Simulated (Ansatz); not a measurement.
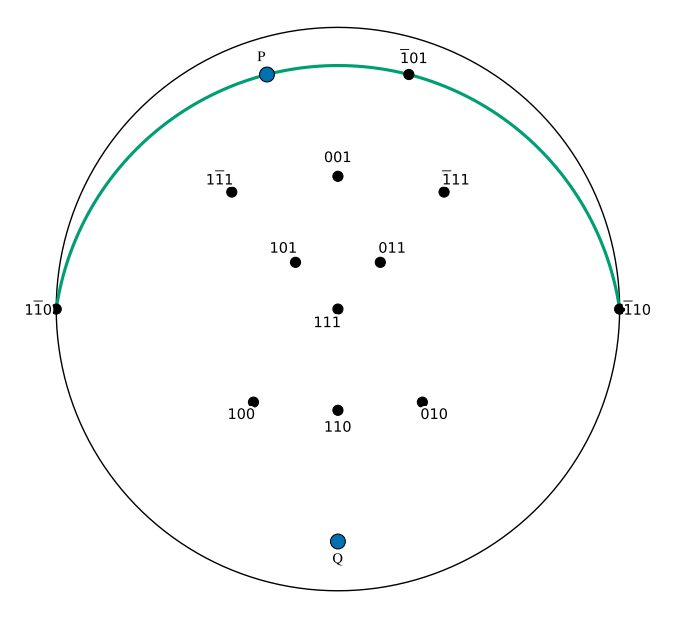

For Ni, the end point of a relaxation with DFT, PBE, plane waves (420 eV) with PAW, scalar-relativistic in Ansatz; the starting structure was generated, so it need not be a known form of this composition: stereographic projection of plane normals (upper hemisphere) centred on (1 1 1). Symmetry computed with spglib at a tolerance of 0.002 Å; standard conventional cell.

a = 3.991 Å, b = 3.991 Å, c = 2.419 Å, α = 90.00°, β = 90.00°, γ = 120.00°.

Index the poles marked P, Q.

Answer. P is (0 −1 1), in four indices (0 −1 1 1), 82.0° from the centre; Q is (1 1 −1), in four indices (1 1 −2 −1), 79.1° from the centre.

Which zone does the coloured great circle trace?

Answer. The zone [1 1 1]: its poles satisfy h + k + l = 0.

What is the angle between the normals of (1 −1 0) and (1 1 −1), and what are their d_hkl = 1/|g|?

Answer. 90.0°; d = 3.456 Å and 1.539 Å.
